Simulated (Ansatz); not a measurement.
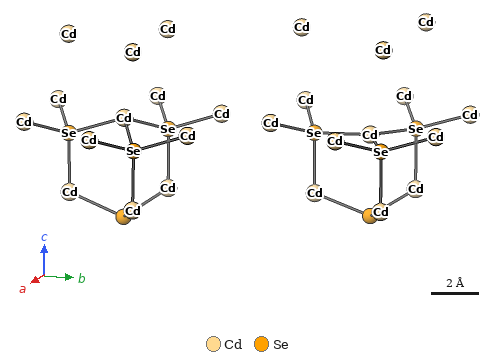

Two geometries of a defect cell of composition Cd$_{48}$Se$_{47}$ (cell charge +1), drawn at one scale. One is the start of a relaxation, the other its converged end. The picture is a ball-and-stick view of the atoms within 5.0 Å of the atom that moves most (axes of the cell of the calculation (origin shifted)), seen slightly off an axis.

Computed with DFT, PBEsol, PAW, plane waves in Ansatz. Set-up: plane-wave cutoff 420 eV; k-point mesh 1 × 1 × 1; mesh shifted by (0.25, 0.25, 0.25); collinear spin; atoms relaxed in a fixed cell; force threshold 0.03 eV/Å; at most 80 steps.

Which one is relaxed?

The right one is the relaxed one. The atoms of the start lie slightly off their symmetric places, so part of the fall in energy undoes that. Over 6 geometry steps the energy falls by 0.685 eV per cell of the calculation. The largest force component goes from 0.59 to 0.0081 eV/Å. The atom that moves furthest is a Cd atom (0.73 Å along −c). Largest moves by element: Cd 0.73 Å, Se 0.12 Å. The cell doesn't change. Near-neighbour distances that change, for instance: Cd–Se 2.665 → 2.559 Å, Cd–Se 2.598 → 2.664 Å, Cd–Se 2.576 → 2.637 Å, Cd–Se 2.676 → 2.634 Å. Bond angles that change, for instance: Cd–Se–Cd 110.3° → 92.7°, Cd–Se–Cd 108.5° → 92.7°, Se–Cd–Se 108.8° → 119.9°. The program noted that the starting moments weren't kept.

Limits of the set-up: the cell is charged, on a uniform background, and energies carry no finite-size correction.
